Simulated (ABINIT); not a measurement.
## Sb: geometry relaxation (part 1 of 4)

Sb (P6₃/mmc, 2 atoms in the cell), computed with Kohn-Sham DFT of a periodic cell, revPBE, JTH PAW PBE v2.0, no spin polarisation (ABINIT 10.8.3).

The structure derives from a Materials Project entry.

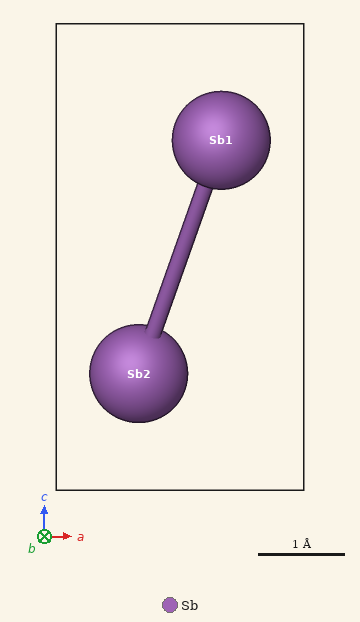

The starting structure (ball-and-stick view of the cell of the calculation, along the b axis; atoms are numbered from 1 in the order of the input). An atom can appear more than once, as a periodic image.

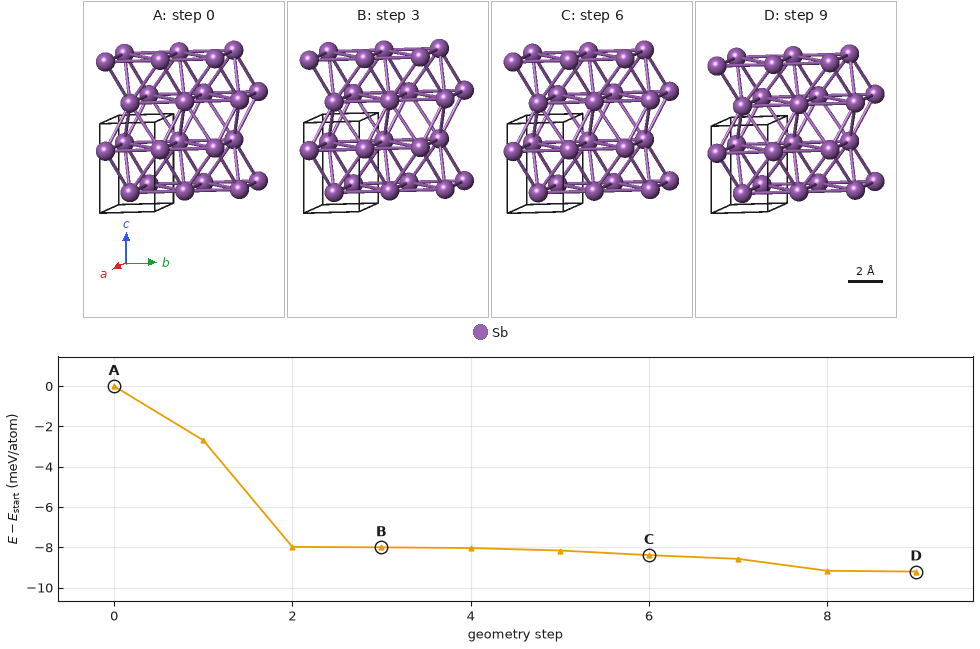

Frames of the relaxation (ball-and-stick view of the cell of the calculation, repeated 2 × 3 × 2, seen slightly off an axis) above the curves, on which the letters mark them (steps are counted from 0).

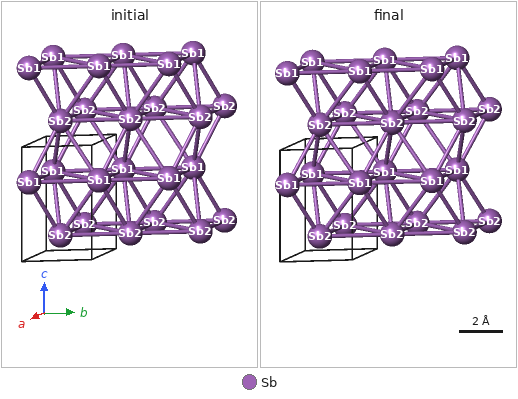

Before (left) and after (right) the relaxation, at one scale (ball-and-stick view of the cell of the calculation, repeated 2 × 3 × 2, seen slightly off an axis). After 9 geometry steps the energy has fallen by 9.2 meV per atom. All forces vanish by symmetry, so only the cell relaxes. The atoms keep their places relative to the cell (all moves are under 0.005 Å). Cell: a = b 3.355 → 3.465 Å (+3.3 %), c 5.470 → 5.341 Å (−2.4 %). Volume +4.2 %. Distances before and after: Sb1–Sb1 3.355 → 3.465 Å, Sb1–Sb2 3.351 → 3.337 Å. The space group stays P6_3/mmc (No. 194). (Atoms are counted from 1 in the order of the input.)

The input that produced these results follows, with the program's output.

## Input file
```
# Pseudopotentials
pp_dirpath "./"
pseudos "Sb.GGA_PBE-JTH.xml"

# Structure
acell 6.3391475473 6.3391475473 10.3371054862
rprim
     1.0000000000     0.0000000000     0.0000000000
    -0.5000000000     0.8660254038     0.0000000000
     0.0000000000     0.0000000000     1.0000000000
ntypat 1
znucl 51
natom 2
typat 1 1
xred
     0.6666666667     0.3333333333     0.7500000000
     0.3333333333     0.6666666667     0.2500000000
chkprim 0
chksymtnons 0
tolsym 1.0e-6

# Plane-wave basis
ecut 19.0
pawecutdg 38.0
pawxcdev 0

# k points
kptopt 1
ngkpt 9 9 5
nshiftk 1
shiftk 0.0 0.0 0.0

# Exchange and correlation
ixc 14

# Bands and occupations
nband 19
occopt 3
tsmear 0.05 eV

# SCF cycle
nstep 100
tolvrs 1.0e-9

# Output
iomode 3
prtwf 0
prtden 0
prteig 0
prtebands 0
enunit 1

# Relaxation
ionmov 2
ntime 60
tolmxf 0.0001
optcell 2
dilatmx 1.08
ecutsm 0.5
```

Run as:
```bash
abinit run.abi > log 2>&1
```

## Output
```
.Version 10.8.3 of ABINIT
 Symmetries : space group P6_3/m m c (#194); Bravais hP (primitive hexag.)
================================================================================
 Values of the parameters that define the memory need of the present run
     intxc =       0    ionmov =       2      iscf =      17    lmnmax =      18
     lnmax =       6     mgfft =      45  mpssoang =       3    mqgrid =    3098
     natom =       2  nloc_mem =       2    nspden =       1   nspinor =       1
    nsppol =       1      nsym =      24    n1xccc =       1    ntypat =       1
    occopt =       3   xclevel =       2
       mpw =        1811          nfft =       40500          nkpt =          36
 PAW method is used; the additional fine FFT grid is defined by:
   mgfftf=        64    nfftf =    102400
================================================================================
================================================================================

--------------------------------------------------------------------------------
------------- Echo of variables that govern the present computation ------------
--------------------------------------------------------------------------------
 -outvars: echo values of preprocessed input variables --------
            acell      6.3391475473E+00  6.3391475473E+00  1.0337105486E+01 Bohr
              amu      1.21753000E+02
          chkprim           0
      chksymtnons           0
          dilatmx      1.08000000E+00
             ecut      1.90000000E+01 Hartree
           ecutsm      5.00000000E-01 Hartree
           enunit           1
           ionmov           2
              ixc          14
         kptrlatt        9    0    0      0    9    0      0    0    5
          kptrlen      5.16855274E+01
            natom           2
            nband          19
            ngfft          30      30      45
          ngfftdg          40      40      64
             nkpt          36
            nstep         100
             nsym          24
            ntime          60
           ntypat           1
           occopt           3
          optcell           2
        pawecutdg      3.80000000E+01 Hartree
         pawxcdev           0
           prtden           0
        prtebands           0
           prteig           0
            prtwf           0
            rprim      1.0000000000E+00  0.0000000000E+00  0.0000000000E+00
                      -5.0000000000E-01  8.6602540380E-01  0.0000000000E+00
                       0.0000000000E+00  0.0000000000E+00  1.0000000000E+00
          spgroup         194
           tolmxf      1.00000000E-04
           tolsym      1.00000000E-06
           tolvrs      1.00000000E-09
           tsmear      1.83746611E-03 Hartree
            typat      1  1
           useylm           1
           xangst      1.6772662082E+00  9.6837009680E-01  4.1026204847E+00
                       1.1383851040E-16  1.9367401936E+00  1.3675401616E+00
            xcart      3.1695737736E+00  1.8299542715E+00  7.7528291146E+00
                       2.1512360724E-16  3.6599085429E+00  2.5842763716E+00
             xred      6.6666666667E-01  3.3333333333E-01  7.5000000000E-01
                       3.3333333333E-01  6.6666666667E-01  2.5000000000E-01
            znucl       51.00000

================================================================================

 chkinp: Checking input parameters for consistency.

================================================================================
== DATASET  1 ==================================================================

--- !DatasetInfo
iteration_state: {dtset: 1, }
dimensions: {natom: 2, nkpt: 36, mband: 19, nsppol: 1, nspinor: 1, nspden: 1, mpw: 1811, }
cutoff_energies: {ecut:  19.0, pawecutdg:  38.0, }
electrons: {nelect:   3.00000000E+01, charge:   0.00000000E+00, occopt:   3.00000000E+00, tsmear:   1.83746611E-03, }
meta: {optdriver: 0, ionmov: 2, optcell: 2, iscf: 17, paral_kgb: 0, }
...

 Exchange-correlation functional for the present dataset will be:
  GGA: revPBE functional - ixc=14
  Zhang and Yang, PRL 80, 890 (1998)

 Real(R)+Recip(G) space primitive vectors, cartesian coordinates (Bohr,Bohr^-1):
 R(1)=  6.3391475  0.0000000  0.0000000  G(1)=  0.1577499  0.0910770  0.0000000
 R(2)= -3.1695738  5.4898628  0.0000000  G(2)=  0.0000000  0.1821539  0.0000000
 R(3)=  0.0000000  0.0000000 10.3371055  G(3)=  0.0000000  0.0000000  0.0967389
 Unit cell volume ucvol=  3.5974213E+02 bohr^3
 Angles (23,13,12)=  9.00000000E+01  9.00000000E+01  1.20000000E+02 degrees

 Coarse grid specifications (used for wave-functions):

 getcut: wavevector=  0.0000  0.0000  0.0000  ngfft=  30  30  45
         ecut(hartree)=     22.162   => boxcut(ratio)=   2.00857

 Fine grid specifications (used for densities):

 getcut: wavevector=  0.0000  0.0000  0.0000  ngfft=  40  40  64
         ecut(hartree)=     44.323   => boxcut(ratio)=   2.06586

--- Pseudopotential description ------------------------------------------------
- pspini: atom type   1  psp file is ./Sb.GGA_PBE-JTH.xml
 Pseudopotential format is: paw10
 basis_size (lnmax)=  6 (lmn_size= 18), orbitals=   0   0   1   1   2   2
 Spheres core radius: rc_sph= 2.40089151
 Shapefunction is BESSEL type: shapef(r,l)=aa(1,l)*jl(q(1,l)*r)+aa(2,l)*jl(q(2,l)*r)
 Radius for shape functions =  2.00542650
 Compensation charge density is not taken into account in XC energy/potential

   1.53505782E+03                                ecore*ucvol(ha*bohr**3)
--------------------------------------------------------------------------------

================================================================================

=== [ionmov= 2] Broyden-Fletcher-Goldfarb-Shanno method (forces)
================================================================================

--- Iteration: ( 1/60) Internal Cycle: (1/1)
--------------------------------------------------------------------------------

---SELF-CONSISTENT-FIELD CONVERGENCE--------------------------------------------

--- !BeginCycle
iteration_state: {dtset: 1, itime: 1, icycle: 1, }
solver: {iscf: 17, nstep: 100, nline: 4, wfoptalg: 10, }
tolerances: {tolvrs: 1.00E-09, }
...

     iter   Etot(hartree)      deltaE(h)  residm     nres2
 ETOT  1  -164.08260857283    -1.641E+02 8.154E-01 1.047E+00
 ETOT  2  -165.11817666056    -1.036E+00 2.862E-02 7.617E-02
 ETOT  3  -165.11842154666    -2.449E-04 5.399E-03 1.505E-02
 ETOT  4  -165.11845031001    -2.876E-05 3.115E-03 5.375E-04
 ETOT  5  -165.11845189638    -1.586E-06 1.444E-03 4.339E-05
 ETOT  6  -165.11845203680    -1.404E-07 4.005E-04 3.572E-07
 ETOT  7  -165.11845204103    -4.231E-09 1.288E-04 6.846E-08
 ETOT  8  -165.11845204152    -4.914E-10 1.062E-04 9.748E-09
 ETOT  9  -165.11845204154    -1.137E-11 4.064E-05 1.188E-09
 ETOT 10  -165.11845204154    -2.274E-12 7.765E-05 4.318E-11

 At SCF step   10       nres2   =  4.32E-11 < tolvrs=  1.00E-09 =>converged.

 Cartesian components of stress tensor (hartree/bohr^3)
  sigma(1 1)= -8.47296621E-05  sigma(3 2)=  0.00000000E+00
  sigma(2 2)= -8.47296625E-05  sigma(3 1)=  0.00000000E+00
  sigma(3 3)= -7.64401710E-05  sigma(2 1)=  0.00000000E+00

--- !ResultsGS
iteration_state: {dtset: 1, itime: 1, icycle: 1, }
comment   : Summary of ground state results
lattice_vectors:
- [  6.3391475,   0.0000000,   0.0000000, ]
- [ -3.1695738,   5.4898628,   0.0000000, ]
- [  0.0000000,   0.0000000,  10.3371055, ]
lattice_lengths: [   6.33915,    6.33915,   10.33711, ]
lattice_angles: [ 90.000,  90.000, 120.000, ] # degrees, (23, 13, 12)
lattice_volume:   3.5974213E+02
convergence: {deltae: -2.274E-12, res2:  4.318E-11, residm:  7.765E-05, diffor: null, }
etotal    :  -1.65118452E+02
entropy   :   0.00000000E+00
fermie    :   3.02225744E-01
cartesian_stress_tensor: # hartree/bohr^3
- [ -8.47296621E-05,   0.00000000E+00,   0.00000000E+00, ]
- [  0.00000000E+00,  -8.47296625E-05,   0.00000000E+00, ]
- [  0.00000000E+00,   0.00000000E+00,  -7.64401710E-05, ]
pressure_GPa:   2.4115E+00
xred      :
- [  6.6667E-01,   3.3333E-01,   7.5000E-01, Sb]
- [  3.3333E-01,   6.6667E-01,   2.5000E-01, Sb]
cartesian_forces: # hartree/bohr
- [  8.49529121E-29,   4.90475867E-29,  -0.00000000E+00, ]
- [ -8.49529121E-29,  -4.90475867E-29,  -0.00000000E+00, ]
force_length_stats: {min:   9.80951734E-29, max:   9.80951734E-29, mean:   9.80951734E-29, }
...

 Integrated electronic density in atomic spheres:
 ------------------------------------------------
 Atom  Sphere_radius  Integrated_density
    1        2.40089         12.35613063
    2        2.40089         12.35613063

---OUTPUT-----------------------------------------------------------------------

 Cartesian coordinates (xcart) [bohr]
  3.16957377365000E+00  1.82995427146609E+00  7.75282911465000E+00
  2.15123607240815E-16  3.65990854293217E+00  2.58427637155000E+00
 Reduced coordinates (xred)
  6.66666666666666E-01  3.33333333333333E-01  7.50000000000000E-01
  3.33333333333333E-01  6.66666666666666E-01  2.50000000000000E-01
 Cartesian forces (fcart) [Ha/bohr]; max,rms= 8.49529E-29 5.66353E-29 (free atoms)
  8.49529121404108E-29  4.90475866918275E-29 -0.00000000000000E+00
 -8.49529121404108E-29 -4.90475866918275E-29 -0.00000000000000E+00
 Gradient of E wrt nuclear positions in reduced coordinates (gred)
 -5.38529044630877E-28  3.03721798898263E-44 -0.00000000000000E+00
  5.38529044630877E-28 -3.03721798898263E-44  0.00000000000000E+00
 Scale of Primitive Cell (acell) [bohr]
  6.33914754730000E+00  6.33914754730000E+00  1.03371054862000E+01
 Real space primitive translations (rprimd) [bohr]
  6.33914754730000E+00  0.00000000000000E+00  0.00000000000000E+00
 -3.16957377365000E+00  5.48986281439826E+00  0.00000000000000E+00
  0.00000000000000E+00  0.00000000000000E+00  1.03371054862000E+01
 Unitary Cell Volume (ucvol) [Bohr^3]=  3.59742128962708E+02
 Angles (23,13,12)= [degrees]
  9.00000000000000E+01  9.00000000000000E+01  1.19999999999554E+02
 Lengths [Bohr]
  6.33914754730000E+00  6.33914754738543E+00  1.03371054862000E+01
 Stress tensor in cartesian coordinates (strten) [Ha/bohr^3]
 -8.47296621251277E-05  0.00000000000000E+00  0.00000000000000E+00
  0.00000000000000E+00 -8.47296625483586E-05  0.00000000000000E+00
  0.00000000000000E+00  0.00000000000000E+00 -7.64401709520881E-05
 Total energy (etotal) [Ha]= -1.65118452041539E+02

--- Iteration: ( 2/60) Internal Cycle: (1/1)
--------------------------------------------------------------------------------

---SELF-CONSISTENT-FIELD CONVERGENCE--------------------------------------------

--- !BeginCycle
iteration_state: {dtset: 1, itime: 2, icycle: 1, }
solver: {iscf: 17, nstep: 100, nline: 4, wfoptalg: 10, }
tolerances: {tolvrs: 1.00E-09, }
...

     iter   Etot(hartree)      deltaE(h)  residm     nres2
 ETOT  1  -165.11958927875    -1.651E+02 3.334E-04 1.967E-01
 ETOT  2  -165.11873322950     8.560E-04 2.095E-05 1.132E-02
 ETOT  3  -165.11866211853     7.111E-05 5.130E-05 2.130E-03
 ETOT  4  -165.11864873653     1.338E-05 2.231E-05 2.201E-05
 ETOT  5  -165.11864918237    -4.458E-07 2.281E-05 7.551E-06
 ETOT  6  -165.11864919757    -1.519E-08 1.311E-05 7.857E-07
 ETOT  7  -165.11864919546     2.105E-09 1.215E-05 2.714E-08
 ETOT  8  -165.11864919579    -3.267E-10 7.692E-06 6.892E-09
 ETOT  9  -165.11864919574     4.556E-11 7.073E-06 1.471E-10

 At SCF step    9       nres2   =  1.47E-10 < tolvrs=  1.00E-09 =>converged.

 Cartesian components of stress tensor (hartree/bohr^3)
  sigma(1 1)= -6.91090695E-05  sigma(3 2)=  0.00000000E+00
  sigma(2 2)= -6.91090699E-05  sigma(3 1)=  0.00000000E+00
  sigma(3 3)= -5.96340973E-05  sigma(2 1)=  0.00000000E+00
```
